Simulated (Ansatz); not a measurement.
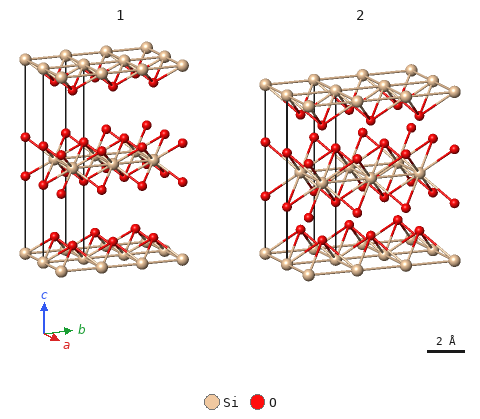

Two geometries of solid SiO2 (built on the Ti2Pd type) (coarse preliminary run), drawn at one scale. One is the start of a relaxation, the other its converged end. A ball-and-stick model of the conventional cell (2 times the calculation's cell), repeated 2 × 3 × 1 with one cell outlined, seen slightly off an axis. Lengths and directions refer to the drawn axes.

Theory: DFT PBE, scalar-relativistic, plane waves, PAW in Ansatz. Settings: plane-wave cutoff 420 eV; k-point mesh 8 × 8 × 8; occupations gaussian; smearing width 0.1 eV; no spin polarisation; cell and atoms relaxed; force threshold 0.04 eV/Å; at most 70 steps.

Which geometry has the lower energy?

Answer. Structure 1 is the relaxed one. Case: Ti2Pd type (I4/mmm, No. 139). After 12 accepted moves (15 points after the start) the energy has fallen by 1484 meV per atom. Largest force component: 3.6 eV/Å at the start, 0.017 eV/Å at the end. The pressure goes from −30.99 to 0.12 GPa. At 3 points the geometry stayed and the basis and grid were re-selected for the new cell (energy shift of 1.7 meV per atom at most each time). The largest moves relative to the cell, 0.65 Å, are those of O atoms. Si stays in place. Cell: a = b 2.900 → 2.410 Å (−16.9 %), c 9.436 → 10.837 Å (+14.8 %). Volume −20.7 %. Near-neighbour distances that change, for instance: O–Si 2.546 → 2.022 Å, Si–Si 2.900 → 2.410 Å. The space group stays I4/mmm (No. 139). The run took 31 s on 1 thread of Arm Neoverse V1 (shared host), peak memory 0.31 GiB.
